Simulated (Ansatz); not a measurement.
Consider Sn$_{5}$O$_{12}$ (cell charge −4, with a compensating background) (cell with a defect).

```
CELL_PARAMETERS angstrom
-4.01153 -4.01153 0.00000
-2.00577 -2.00577 5.12407
-8.02307 4.01153 0.00000
ATOMIC_POSITIONS crystal
Sn 0.74454 0.50000 0.51092
Sn 0.41667 0.50000 0.16667
Sn 0.08879 0.50000 0.82242
Sn 0.32831 0.00000 0.34339
Sn 0.00503 0.00000 0.98994
O 0.91930 0.49474 0.66667
O 0.54140 0.58355 0.32775
O 0.20839 0.58355 0.00558
O 0.86552 0.89446 0.85092
O 0.57336 0.89446 0.48242
O 0.21162 0.91010 0.16667
O 0.41404 0.50526 0.66667
O 0.13085 0.41645 0.32775
O 0.78604 0.41645 0.00558
O 0.28356 0.10554 0.85092
O 0.94422 0.10554 0.48242
O 0.62172 0.08990 0.16667
```

Computed with DFT PBEsol, scalar-relativistic, plane waves, PAW (Ansatz).

Predict the valence pseudo-density and electron localisation function between the atoms.

Answer. Sn–O (2.10 Å): the density is about 0.63 e/Å³ at the midpoint; the ELF peaks at about 0.80 in the valence shell of O, 0.6 Å from its nucleus, and is about 0.25 at the midpoint: no shared electron pair shows on this line.

Does the calculation give a band gap?

Answer. It is gapped, with a Kohn–Sham gap of 1.3 eV on the k-point mesh, an upper bound to the gap of this method.

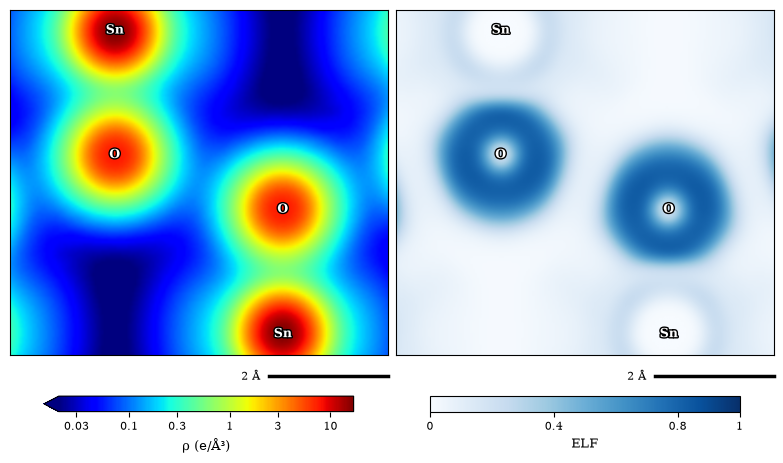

Computed valence pseudo-density and electron localisation function on the (001) plane of the calculation cell, in this order. 

The density is the valence pseudo-density of a PAW calculation; it isn't the true density close to the nuclei.
